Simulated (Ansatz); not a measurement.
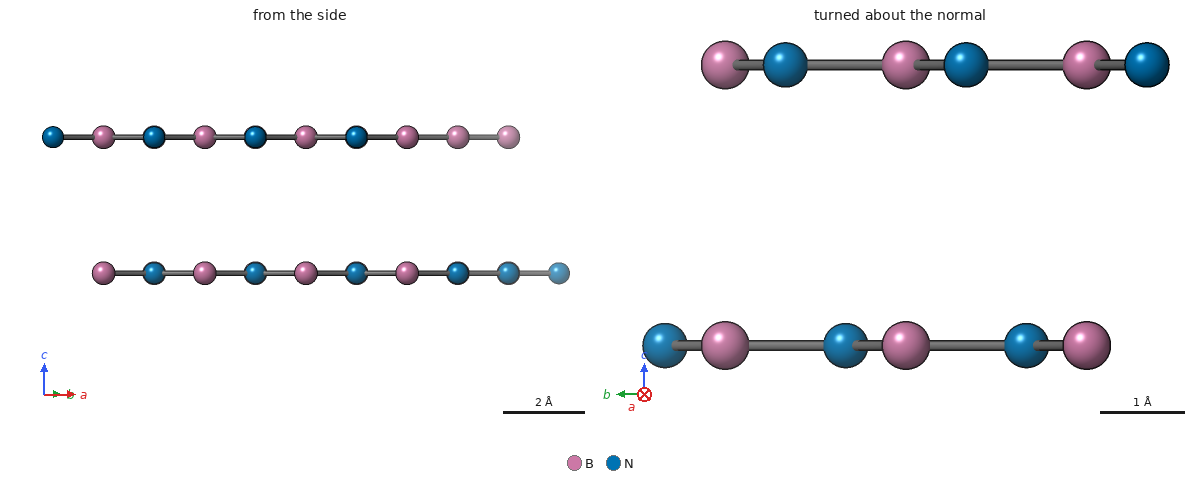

A ball-and-stick picture of a periodic sheet, seen from the side and turned about the normal. The surface normal points up in side views; the vacuum is left out. 4×3 cells are drawn in the plane, with atoms at the edges repeated.

The cell holds 2 B, 2 N.

Question: Name the terminations.

Answer: The top face ends in B and N, the bottom face in B and N. The two faces are alike.

Question: What height do the atoms span?

Answer: About 3.4 Å from the lowest to the highest atom.

Question: What is the stacking of atomic planes, top to bottom?

Answer: Two planes: BN / BN.

Question: What does the bonding look like?

Answer: B sits among three N in a trigonal planar arrangement at about 1.4 Å. The coordination shell of N holds three B in a trigonal planar arrangement at about 1.4 Å. The bonds build BN layers parallel to the surface.

The cell started as a structure listed in the Materials Project, from which a slab or single sheet was cut. The atoms were relaxed in a fixed cell with Ansatz 0.2.0, DFT PBE+D3(BJ), scalar-relativistic, plane waves, PAW.
